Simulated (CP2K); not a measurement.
# A series of single points on Ir

System: Ir (Fm-3m, 1 atom in the cell).
Method: Kohn-Sham DFT of a periodic cell, PBE, GTH-PBE with UZH-TZVP basis, no spin polarisation (CP2K 2026.2).

The 6 runs differ only in the geometry, by an even scaling of the cell at fixed fractional positions. The structure derives from an entry of the Crystallography Open Database.

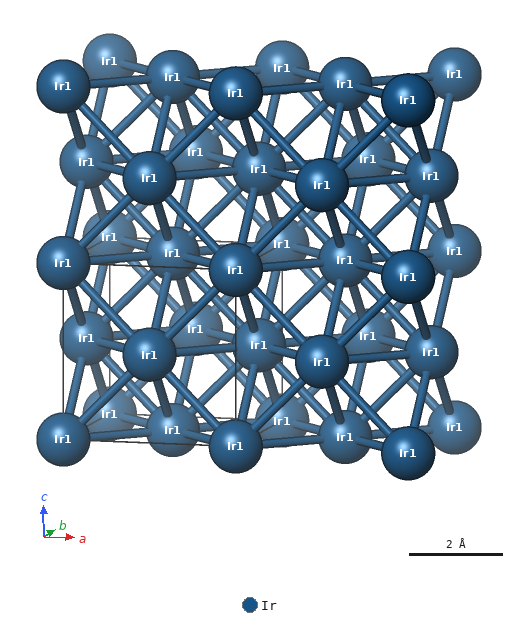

Figure 1. The structure of run 4 (ball-and-stick view of the cell 4 times as large as that of the calculation, set on its symmetry axes, repeated 2 × 1 × 2, seen slightly off an axis; atoms are numbered from 1 in the order of the input).

## Input of run 4
```
&GLOBAL
  PROJECT ir_eos
  RUN_TYPE ENERGY_FORCE
  PRINT_LEVEL LOW
&END GLOBAL
&FORCE_EVAL
  METHOD QS
  STRESS_TENSOR ANALYTICAL
  &DFT
    BASIS_SET_FILE_NAME BASIS_MOLOPT_UZH
    POTENTIAL_FILE_NAME POTENTIAL_UZH
    WFN_RESTART_FILE_NAME previous-RESTART.kp
    &MGRID
      CUTOFF 450
      REL_CUTOFF 60
      NGRIDS 5
    &END MGRID
    &QS
      METHOD GPW
      EPS_DEFAULT 1.0E-10
    &END QS
    &KPOINTS
      SCHEME MONKHORST-PACK 12 12 12
      GAMMA_CENTERED T
      SYMMETRY T
      SYMMETRY_BACKEND SPGLIB
    &END KPOINTS
    &SCF
      SCF_GUESS RESTART
      EPS_SCF 1.0E-6
      MAX_SCF 100
      ADDED_MOS 11
      CHOLESKY OFF
      EPS_EIGVAL 1.0E-7
      &DIAGONALIZATION ON
        ALGORITHM STANDARD
      &END DIAGONALIZATION
      &MIXING ON
        METHOD BROYDEN_MIXING
        ALPHA 0.4
        BETA 1.5
        NBUFFER 8
      &END MIXING
      &SMEAR ON
        METHOD FERMI_DIRAC
        ELECTRONIC_TEMPERATURE [K] 580.226
      &END SMEAR
    &END SCF
    &XC
      &XC_FUNCTIONAL
        &GGA_X_PBE
        &END GGA_X_PBE
        &GGA_C_PBE
        &END GGA_C_PBE
      &END XC_FUNCTIONAL
    &END XC
    &PRINT
      &KPOINTS ON
      &END KPOINTS
      &MULLIKEN ON
      &END MULLIKEN
      &MO ON
        ENERGIES T
        OCCUPATION_NUMBERS T
        &EACH
          QS_SCF 0
        &END EACH
        ADD_LAST NUMERIC
      &END MO
    &END PRINT
  &END DFT
  &SUBSYS
    &CELL
      A 2.7270088673 0.0000000000 0.0000000000
      B 1.3635044336 2.3616589554 0.0000000000
      C 1.3635044336 0.7872196518 2.2265934163
      PERIODIC XYZ
    &END CELL
    &COORD
      SCALED
      Ir  0.0000000000 0.0000000000 0.0000000000
    &END COORD
    &KIND Ir
      BASIS_SET TZVP-MOLOPT-PBE-GTH-q17
      POTENTIAL GTH-PBE-q17
    &END KIND
    &PRINT
      &ATOMIC_COORDINATES ON
      &END ATOMIC_COORDINATES
      &CELL ON
      &END CELL
    &END PRINT
  &END SUBSYS
  &PRINT
    &FORCES ON
    &END FORCES
    &STRESS_TENSOR ON
    &END STRESS_TENSOR
  &END PRINT
&END FORCE_EVAL
```

Command:
```bash
OMP_NUM_THREADS=1 cp2k.psmp -i ir_eos.inp -o ir_eos.out
```

Run 5 differs from it as follows:
```diff
-      A 2.7270088673 0.0000000000 0.0000000000
-      B 1.3635044336 2.3616589554 0.0000000000
-      C 1.3635044336 0.7872196518 2.2265934163
+      A 2.7447172133 0.0000000000 0.0000000000
+      B 1.3723586066 2.3769948329 0.0000000000
+      C 1.3723586066 0.7923316110 2.2410522202
```

## Results, with one run withheld

| run | volume per atom (Å³) | free energy per atom, from the lowest run given (meV) | pressure (GPa) |
| --- | --- | --- | --- |
| 1 | 13.215 | 129.19 | 37.99 |
| 2 | 13.496 | 72.13 | 27.25 |
| 3 | 13.778 | 32.85 | 17.70 |
| 4 | 14.340 | 0.00 | 1.65 |
| 5 | 14.621 | ? | ? |
| 6 | 14.902 | 17.29 | −11.00 |

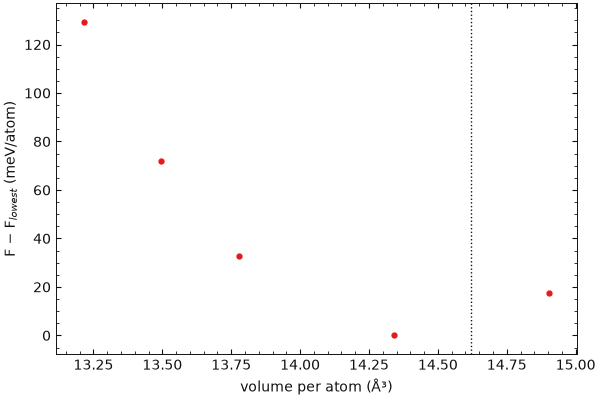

Figure 2. Free energy per atom of the runs given; the dotted line marks run 5.

Estimate the energy of run 5 from the others.

A cubic polynomial in V^(−2/3) (the Birch–Murnaghan form), fitted to the 5 runs given, misses them by at most 0.04 meV per atom. With x = V^(−2/3) − 0.17277 Å⁻², it reads F = 18.705 + 9892.1 x + 1.2998e+06 x² + 3.7575e+06 x³ (meV per atom). At run 5 it gives 3.10 meV per atom, and the run itself gives 3.10. The slope of the fit gives a pressure −dF/dV of −5.05 GPa there, and the run prints −5.05 GPa. The fit has its minimum at 14.406 Å³ per atom, where V d²F/dV² gives 354 GPa: the bulk modulus at this level, since symmetry fixes the shape and the positions.

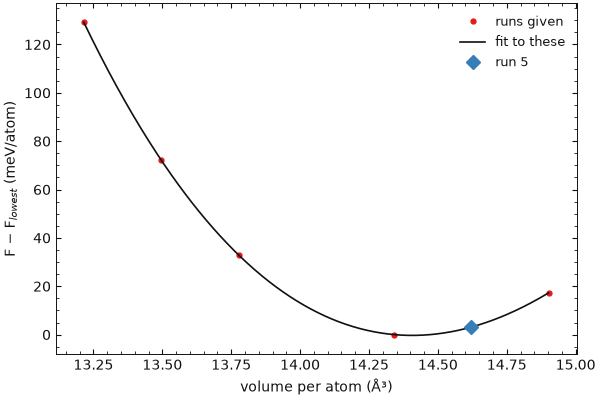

Figure 3. The fit and the withheld run.

## Some lines of the output (run 5)
```
[...]
 CELL| Volume [angstrom^3]:                                            14.621025
 CELL_REF| Volume [angstrom^3]:                                        14.621025
                        Smear method:                                FERMI_DIRAC
  Step     Update method      Time    Convergence         Total energy    Change
  Fermi energy:                                                 0.64036853704927
  Total energy:                                              -105.17420853430103
  Total energy (extrapolated to T->0):                       -105.17411507811980
 MO| E(Fermi):            0.640369 a.u.         17.425314 eV
```

Notes: Spin–orbit coupling is left out, which matters for Ir.
